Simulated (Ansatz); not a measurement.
# From HSE06 to G0W0: BaH2 (Pnma), part 2 of 2

Wanted: the gap of BaH2 (Pnma) with a many-body correction, and the time that it takes.

Ansatz 0.2.0; HSE06, then G0W0 on it, plane waves, PAW. Known limits of the many-body steps: finite bands, screening cutoff and k mesh; no spin-orbit coupling in G0W0.

So far. Step 2 (HSE06 levels on the mesh and at listed points): Over mesh and listed points the gap is 3.901 eV, from k = Γ to k = (0.500, 0.350, 0.000). The least direct gap found is 4.506 eV, at k = (-0.500, 0.333, 0.000). On the 2×4×2 mesh alone the same run gives 4.051 eV, so that mesh misses an edge of HSE06: 4.051 − 3.901 = +0.150 eV.

In doubt: masses and optical values from hybrid runs of this build are listed as unsure (step 3), which bears on the screening that GW takes from such a start.

## 3. G0W0 on the 2×4×2 mesh

G0W0 replaces the xc potential by a self-energy built once from the orbitals of the start. Levels are corrected in the window of bands that the input names, at points of the mesh.

This step: G0W0 on HSE06, plane waves, PAW; PAW set soft_1.

Input file input.yaml:

```yaml
crystal:
  lattice:
    - [6.792, 0.0, 0.0]
    - [0.0, 4.168, 0.0]
    - [0.0, 0.0, 7.858]
  atoms:
    - { symbol: Ba, position: [0.26029, 0.25, 0.88863] }
    - { symbol: Ba, position: [0.23971, 0.75, 0.38863] }
    - { symbol: Ba, position: [0.76029, 0.25, 0.61137] }
    - { symbol: Ba, position: [0.73971, 0.75, 0.11137] }
    - { symbol: H, position: [0.043, 0.25, 0.174] }
    - { symbol: H, position: [0.457, 0.75, 0.674] }
    - { symbol: H, position: [0.543, 0.25, 0.326] }
    - { symbol: H, position: [0.957, 0.75, 0.826] }
    - { symbol: H, position: [0.646, 0.25, 0.9135] }
    - { symbol: H, position: [0.854, 0.75, 0.4135] }
    - { symbol: H, position: [0.146, 0.25, 0.5865] }
    - { symbol: H, position: [0.354, 0.75, 0.0865] }
kpoints:
  mp_grid: { grid: [2, 4, 2] }
hamiltonian:
  xc: hse06
  pseudopotentials: { kind: paw, azcp: { folder: soft_1 } }
scf:
  occupations: { method: fixed }
gw:
  n_empty_bands: 1022
  ecut_chi: 160.0
  qp_bands: [v4, c4]
  qp_kpoints: band_edges
  screening: { model: contour_deformation }
```

On the command line:

```
ansatz run input.yaml --threads 3 --pin off --max-ram 92160MiB --backend cuda --events-out ev --progress --plain --runs-dir out --devices 1 --max-vram 13GiB
```

Numbers of over 12 decimals in the logs are rounded to 6 here.

What it wrote:

```text
GPUs: using 1 of 1 available (devices: 1).
[...]
GPU FFT provider: cuFFT
GPU libraries: cuBLAS 13.8.2, cuFFT 12.4.0, cuSOLVER 12.3.4
Crystal: 12 atoms, lattice volume = 222.453 Å³
Basis set: ecut = 420 eV, 4329 PW (Γ)
Bands: 36, of which v1, the nominal top of the filled ones, is band 24 counted from 1 (23 counted from 0)
Symmetry: 8 space group operations
[...]
k-points: 12 of 16
[...]
GPU buffer pool allocated for 77760 grid points (all kernels)
[...]
SCF iter   1: F=—  HF=-23933.631673 eV  |F-HF|=—  |Δ(HF+E_count)|=         —  Δρ=4.99e-2  dr2=6.42e0  ethr=1.00e-1  ⟨swp⟩=7.0  Hψ=1597  notcnv=0
[...]
SCF iter   5: F=-23931.795369 eV  HF=-23931.795343 eV  |F-HF|=2.58e-5  |Δ(HF+E_count)|=   6.74e-4  Δρ=1.99e-4  dr2=9.00e-5  ethr=3.06e-6  ⟨swp⟩=4.8  Hψ=1497  notcnv=0
SCF 1 stopped early in 5 iterations: F = -23931.795369 eV  dr2 = 9.00e-5
[...]
GPU FFT provider: cuFFT
GPU libraries: cuBLAS 13.8.2, cuFFT 12.4.0, cuSOLVER 12.3.4
[...]
GPU buffer pool allocated for 77760 grid points (all kernels)
[...]
Frozen-core exchange: fock
SCF iter   1: F=—  HF=-23951.963084 eV  |F-HF|=—  |Δ(HF+E_count)|=         —  Δρ=2.06e-3  dr2=1.45e-2  ethr=1.87e-6  ⟨swp⟩=9.2  Hψ=2603  notcnv=0
[...]
SCF iter   6: F=-23951.969203 eV  HF=-23951.969203 eV  |F-HF|=4.17e-8  |Δ(HF+E_count)|=   6.05e-6  Δρ=5.52e-6  dr2=6.01e-7  ethr=2.10e-8  ⟨swp⟩=3.0  Hψ=1174  notcnv=0
SCF 2 stopped early in 6 iterations: F = -23951.969203 eV  dr2 = 6.01e-7
[...]
hybrid outer 1: dexx = +1.161e-2 eV, tail = 1.62e-5 eV
GPU FFT provider: cuFFT
GPU libraries: cuBLAS 13.8.2, cuFFT 12.4.0, cuSOLVER 12.3.4
GPU buffer pool allocated for 77760 grid points (all kernels)
[...]
Frozen-core exchange: fock
SCF iter   1: F=—  HF=-23951.969407 eV  |F-HF|=—  |Δ(HF+E_count)|=         —  Δρ=2.53e-5  dr2=1.11e-6  ethr=1.69e-7  ⟨swp⟩=4.8  Hψ=1240  notcnv=0
[...]
SCF iter   2: F=-23951.969407 eV  HF=-23951.969407 eV  |F-HF|=3.91e-9  |Δ(HF+E_count)|=   2.74e-7  Δρ=9.10e-6  dr2=9.81e-8  ethr=1.26e-10  ⟨swp⟩=3.3  Hψ=2493  notcnv=0
SCF 3 converged in 2 iterations: F = -23951.969407 eV  dr2 = 9.81e-8
[...]
NSCF: frozen V_eff on 12 k-points
Exchange-term sweep: 0 of 12 (spin, k) points
Exchange-term sweep: 1 of 12 (spin, k) points
Exchange-term sweep: 2 of 12 (spin, k) points
Exchange-term sweep: 3 of 12 (spin, k) points
Exchange-term sweep: 4 of 12 (spin, k) points
Exchange-term sweep: 5 of 12 (spin, k) points
Exchange-term sweep: 6 of 12 (spin, k) points
Exchange-term sweep: 7 of 12 (spin, k) points
Exchange-term sweep: 8 of 12 (spin, k) points
Exchange-term sweep: 9 of 12 (spin, k) points
Exchange-term sweep: 10 of 12 (spin, k) points
Exchange-term sweep: 11 of 12 (spin, k) points
Exchange-term sweep: 12 of 12 (spin, k) points
G₀W₀ screening: q 1/12
[... further progress lines ...]
[...]
Free energy (F): -23951.969407 eV
Frozen-core exchange: fock
[...]
Internal energy: -23951.969407 eV  (E = F + TS)
E sigma→0 (E₀):  -23951.969407 eV
Fermi energy:    4.019095 eV
[...]
--- Band table (eV; the first three rows and the last of 12) ---
  k-point 0: bands = [... 20 lower, 3.2924, 3.4035, 3.8469, 4.0191, 8.6790, 8.9675, 9.3175, 9.6411, ... 4 higher]
  k-point 1: bands = [... 20 lower, 3.5264, 3.5264, 3.7748, 3.7748, 8.4447, 8.4447, 8.8820, 8.8820, ... 4 higher]
  k-point 2: bands = [... 20 lower, 3.1845, 3.4522, 3.4621, 3.5782, 8.3960, 8.5783, 9.2153, 9.5410, ... 4 higher]
  k-point 11: bands = [... 20 lower, 3.3972, 3.3972, 3.3972, 3.3972, 8.6043, 8.6043, 8.6043, 8.6043, ... 4 higher]
  guard bands above this table: 4 of the run's 36 bands. The solve was not asked for them (output.publish_guard_bands: true or output.eigenvalues: true publishes all)
--- G₀W₀: contour deformation, 6 samples at zero and on the imaginary axis and 1 off it, 16 q-points, 1022 empty bands' worth ---
  eigenvalues of the whole cell's RPA ε∞ on this k-mesh (on a slab, of 1 + 4πα/V) = 3.1657, 3.3052, 3.4118; static W/v taken at q = 0 is 0.303118
  bands read: the sum over 1046 bands ends inside a degenerate multiplet in 2 slots, whose members it reads at an even weight; the widest, k=10: bands 1045 to 1048 (counted from 1) at 2/4 each
  gw.qp_kpoints: band_edges: 11 of 12 stored k-points solved, in 1 pass; an edge of the gap read off the rows below is read off those points alone
    valence top: of the k-points left out ik 3 came nearest to being solved in a further pass, in band 23 (counted from 1, as in the quasiparticle table): it holds the edge there only if its correction is more favourable than any solved in that band by at least 0.504 eV; those differ by 0.011 eV
    conduction bottom: of the k-points left out ik 3 came nearest to being solved in a further pass, in band 25 (counted from 1, as in the quasiparticle table): it holds the edge there only if its correction is more favourable than any solved in that band by at least 0.693 eV; those differ by 0.047 eV
    ik  band        ε_KS         Σx   Σc(E_QP)       V_xc       Z   E_QP_lin       E_QP  E_QP is
     0    21      3.2924   -14.0996     1.8930   -11.3386  0.7785     2.4130     2.4244  root
     0    22      3.4035   -15.4616     1.8958   -12.7039  0.7880     2.5313     2.5415  root
     0    23      3.8469   -15.1217     1.8586   -12.3857  0.7860     2.9590     2.9695  root
     0    24      4.0191   -14.5711     1.7020   -12.0031  0.7883     3.1435     3.1530  root
     0    25      8.6790    -5.2314    -3.7216    -9.3403  0.8255     9.0679     9.0662  root
     0    26      8.9675    -5.3461    -3.6849    -9.3913  0.8244     9.3294     9.3279  root
     0    27      9.3175    -5.3160    -3.9241    -9.6426  0.8189     9.7220     9.7200  root
     0    28      9.6411    -5.4562    -3.8970    -9.7972  0.8205    10.0874    10.0850  root
     1    21      3.5264   -14.2397     1.8501   -11.5168  0.7809     2.6426     2.6537  root
     1    22      3.5264   -14.2397     1.8501   -11.5168  0.7809     2.6426     2.6537  root
     1    23      3.7748   -14.7196     1.7722   -12.0811  0.7877     2.8986     2.9085  root
     1    24      3.7748   -14.7196     1.7722   -12.0811  0.7877     2.8986     2.9085  root
     1    25      8.4447    -5.0190    -3.6711    -9.0507  0.8264     8.8066     8.8052  root
     1    26      8.4447    -5.0190    -3.6711    -9.0507  0.8264     8.8066     8.8052  root
     1    27      8.8820    -5.1281    -3.7500    -9.2559  0.8254     9.2615     9.2599  root
     1    28      8.8820    -5.1281    -3.7500    -9.2559  0.8254     9.2615     9.2599  root
     2    21      3.1845   -15.2892     1.9490   -12.4806  0.7853     2.3143     2.3250  root
     2    22      3.4522   -14.6131     1.8539   -11.8910  0.7843     2.5733     2.5840  root
     2    23      3.4621   -14.7921     1.9054   -12.0144  0.7831     2.5788     2.5898  root
     2    24      3.5782   -14.4337     1.8290   -11.7339  0.7839     2.6969     2.7075  root
     2    25      8.3960    -4.9951    -3.5830    -8.9339  0.8295     8.7531     8.7518  root
     2    26      8.5783    -4.8489    -3.6682    -8.8656  0.8262     8.9281     8.9268  root
     2    27      9.2153    -5.2314    -3.8324    -9.4441  0.8199     9.5975     9.5957  root
     2    28      9.5410    -4.9794    -3.8916    -9.2580  0.8188     9.9299     9.9280  root
     4    21      3.0987   -15.1700     1.9787   -12.3297  0.7834     2.2262     2.2371  root
     4    22      3.0987   -15.1700     1.9787   -12.3297  0.7834     2.2262     2.2371  root
     4    23      3.1518   -14.4309     1.9745   -11.5870  0.7782     2.2706     2.2824  root
     4    24      3.1518   -14.4309     1.9745   -11.5870  0.7782     2.2706     2.2824  root
     4    25      8.5061    -4.8564    -3.6683    -8.8751  0.8260     8.8579     8.8566  root
     4    26      8.5061    -4.8564    -3.6683    -8.8751  0.8260     8.8579     8.8566  root
     4    27      8.5828    -4.9719    -3.6073    -8.9321  0.8284     8.9370     8.9357  root
     4    28      8.5828    -4.9719    -3.6073    -8.9321  0.8284     8.9370     8.9357  root
     5    21      2.9724   -14.0226     1.9574   -11.1983  0.7769     2.0936     2.1056  root
     5    22      2.9724   -14.0226     1.9574   -11.1983  0.7769     2.0936     2.1056  root
     5    23      3.4802   -15.4506     1.9442   -12.6372  0.7855     2.6004     2.6110  root
     5    24      3.4802   -15.4506     1.9442   -12.6372  0.7855     2.6004     2.6110  root
     5    25      8.7334    -5.0637    -3.6831    -9.1128  0.8251     9.1009     9.0994  root
     5    26      8.7334    -5.0637    -3.6831    -9.1128  0.8251     9.1009     9.0994  root
     5    27      9.3952    -5.2505    -3.7058    -9.3080  0.8215     9.7483     9.7469  root
     5    28      9.3952    -5.2505    -3.7058    -9.3080  0.8215     9.7483     9.7469  root
[...]
10    25      8.2923    -4.9143    -3.6258    -8.8840  0.8278     8.6376     8.6363  root
    10    26      8.2923    -4.9143    -3.6258    -8.8840  0.8278     8.6376     8.6363  root
    10    27      8.2923    -4.9143    -3.6258    -8.8840  0.8278     8.6376     8.6363  root
    10    28      8.2923    -4.9143    -3.6258    -8.8840  0.8278     8.6376     8.6363  root
    11    21      3.3972   -15.1349     1.9207   -12.3469  0.7845     2.5192     2.5300  root
    11    22      3.3972   -15.1349     1.9207   -12.3469  0.7845     2.5192     2.5300  root
    11    23      3.3972   -15.1349     1.9207   -12.3469  0.7845     2.5192     2.5300  root
    11    24      3.3972   -15.1349     1.9207   -12.3469  0.7845     2.5192     2.5300  root
    11    25      8.6043    -5.0270    -3.6419    -9.0090  0.8255     8.9456     8.9443  root
    11    26      8.6043    -5.0270    -3.6419    -9.0090  0.8255     8.9456     8.9443  root
    11    27      8.6043    -5.0270    -3.6419    -9.0090  0.8255     8.9456     8.9443  root
    11    28      8.6043    -5.0270    -3.6419    -9.0090  0.8255     8.9456     8.9443  root
```

Wall time 2.8 min (1 × NVIDIA H100 80GB HBM3 (shared by 6 runs) with 3 threads of AMD EPYC 7R13 (Zen 3), shared host); peak memory 4 GiB; 3.2 min of CPU time.

Numbers from this step:

```yaml
bands_summed: 1046
rpa_eps_infinity_on_this_mesh_eigenvalues: 3.166, 3.305, 3.412
plane_waves_in_the_screening_matrix: 1019
q_points_in_the_mesh: 16
g0w0_gap_over_the_corrected_points: 5.258 eV
k_of_the_valence_top: 0, 0, 0
k_of_the_conduction_bottom: -0.5, 0.25, 0
starting_gap_on_the_mesh: 4.052 eV
z_at_the_valence_top: 0.7883
z_at_the_conduction_bottom: 0.8293
least_direct_g0w0_gap_over_the_corrected_points: 5.755 eV
```

Over 11 of 12 irreducible mesh points the G0W0 gap is 5.258 eV, from k = Γ to k = (-0.500, 0.250, 0.000). The HSE06 gap of this run on the mesh is 4.052 eV. The two states that bound the G0W0 gap lie that far apart at the start, so the correction of the gap is 5.258 − 4.052 = +1.206 eV.

Labels follow the order of the start: v1 is the top filled band, c1 the lowest empty one; levels that stay degenerate share a row, the window can cut a multiplet, doubted levels are not marked in this list, bands outside the window were not corrected, and the list may be a part of the corrected levels. The levels before and after the correction (eV, zero at the valence-band top of each column):

```tsv
	conduction bottom	valence top
HSE06	4.05	0.00
G0W0	5.26	0.00
```

```tsv
	level	occupation	energy (eV)
HSE06	Γ v3	2	-0.616
HSE06	Γ v2	2	-0.172
HSE06	Γ v1	2	0.000
HSE06	Γ c1	0	4.660
HSE06	Γ c2	0	4.948
HSE06	Γ c3	0	5.298
HSE06	(-0.5 0.25 0) v3	2	-0.676
HSE06	(-0.5 0.25 0) v2-v1	2	-0.496
HSE06	(-0.5 0.25 0) c1-c2	0	4.052
HSE06	(-0.5 0.25 0) c3	0	4.961
G0W0	Γ v3	2	-0.612
G0W0	Γ v2	2	-0.184
G0W0	Γ v1	2	0.000
G0W0	Γ c1	0	5.913
G0W0	Γ c2	0	6.175
G0W0	Γ c3	0	6.567
G0W0	(-0.5 0.25 0) v3	2	-0.681
G0W0	(-0.5 0.25 0) v2-v1	2	-0.497
G0W0	(-0.5 0.25 0) c1-c2	0	5.258
G0W0	(-0.5 0.25 0) c3	0	6.198
```

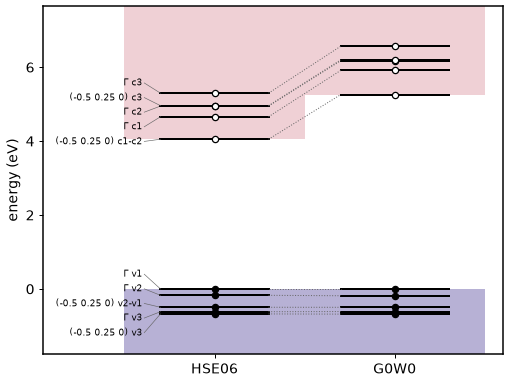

Levels before and after the correction. Shaded: valence and conduction bands. Filled marks are occupied levels, open marks empty ones.

The parts of the quasiparticle energy for the two states that bound the G0W0 gap, in eV on the run's own scale (QP = start + Σx + Σc − Vxc, with Σc at the quasiparticle energy):

```tsv
edge	k	band	start	Σx	Σc	Vxc	Z	QP
valence top	Γ	24	4.019	−14.571	1.702	−12.003	0.788	3.153
conduction bottom	(-0.500, 0.250, 0.000)	25	8.071	−4.809	−3.593	−8.743	0.829	8.412
```

For a hybrid start, Vxc holds its share of exact exchange.

## 4. The runs together

Each gap is the least one over the points named; times are wall times on shared hosts, not benchmarks. A G0W0 time includes the run's own self-consistent start. Runs with listed points see these and the mesh alone, so an edge that moves elsewhere is missed.

```tsv
level	mesh	files, cutoff	bands summed, screening	points	gap (eV)	valence top	conduction bottom	least direct gap (eV)	time
HSE06	2×4×2	soft_1 PAW, 420 eV	-	mesh and listed points	3.901	Γ	(0.500, 0.350, 0.000)	4.506	30 s
G0W0@HSE06	2×4×2	soft_1 PAW, 420 eV	1046, 160 eV	11 of 12 irreducible mesh points	5.258	Γ	(-0.500, 0.250, 0.000)	5.755	2.8 min
```

## 5. Summary of results

| Property | Result |
| --- | --- |
| HSE06 gap over mesh and listed points | 3.901 eV, from k = Γ to k = (0.500, 0.350, 0.000) |
| G0W0@HSE06 gap over 11 of 12 irreducible mesh points | 5.258 eV, from k = Γ to k = (-0.500, 0.250, 0.000) |
| GW settings | 2×4×2 mesh, 1022 empty bands, screening to 160 eV, PAW set soft_1 files |
| known limits | finite bands, screening cutoff and k mesh; no spin-orbit coupling in G0W0 |

Over 11 of 12 irreducible mesh points the G0W0 gap is 5.258 eV, from k = Γ to k = (-0.500, 0.250, 0.000). The HSE06 gap of this run on the mesh is 4.052 eV. The two states that bound the G0W0 gap lie that far apart at the start, so the correction of the gap is 5.258 − 4.052 = +1.206 eV. The valence state moves by 3.153 − 4.019 = −0.866 eV and the conduction state by 8.412 − 8.071 = +0.341 eV, on the run's own scale; how far single levels stand from their limit in bands is not shown. Over mesh and listed points, HSE06 puts the conduction bottom at k = (0.500, 0.350, 0.000), where no G0W0 correction was computed. The G0W0 gap over the whole zone is therefore not known from this run; at its settings it can only be equal to or under the 5.258 eV found, and no correction is carried over from another point. For the start itself the gap is 3.901 eV over mesh and listed points and 4.052 eV on the mesh of the G0W0 run. No second run with other bands and screening cutoff is shown, so the distance to the basis limit is not known. On another start, G0W0@LDA runs of this series (2×4×2 mesh, soft_1 PAW; not shown as steps) give 4.403 eV with 191 bands and 48 eV, 4.516 eV with 499 bands and 96 eV and 4.579 eV with 1046 bands and 160 eV. G0W0 on other starts in this series, not shown as steps and not all at these settings: 4.579 eV on LDA (2×4×2, soft_1 PAW, 1046 bands, 160 eV) and 4.993 eV on r2SCAN (2×4×2, soft_1 PAW, 1046 bands, 160 eV). Two runs of this series at another level, not shown as steps, test spin-orbit coupling. LDA+SOC against LDA: 2.626 − 2.630 = −0.004 eV, with the same mesh, set of files (read in its fully relativistic form for the spin-orbit run) and cutoff, and both edges at the same k points. The spin-orbit run sees mesh and listed points alone, so its gap is an upper bound: the coupling can move an edge off these points, and the change over the zone, its sign included where it is small, is not known. What spin-orbit coupling does to the G0W0 levels was not computed, so no sum with the G0W0 gap is formed. The G0W0 runs are scalar-relativistic. No pair of G0W0 runs that differ in the mesh alone is shown (2×4×2 is a supercell whose nearest images lie 14 Å apart), so the error from the mesh is not known here. G0W0 is shown with one set of atomic data (soft_1 PAW), so the error from the files is not known here.

[Paths, hosts, dates, memory and timing lines, banners, echoed tables and standing remarks are left out of the program output.]

[Logs are printed without paths, hosts, clocks, repeated set-up lines and the standing remarks that a program may print on its own settings, such as how far it seeks lower states.]

[Runs of the session that timed out or met a known fault of the program may be left out.]

[Cells called generated may have been cut or substituted from an entry of the Crystallography Open Database or the Materials Project.]

[Hosts, paths, dates, database ids (printed as entryN), source tags and the programs' standing remarks are cut or masked in the printed files.]

[Where an RPA ε∞ is given, it is that of the G0W0 mesh and is not shown converged in it. Names of k-points follow the symmetry that the program found, which can be lower than the space group named. Band edges on a path are those of the sampled points; other points can move an edge, and change direct to indirect where valleys lie close.]

[Hybrid gaps are those of their k-mesh and are not shown converged in it.]
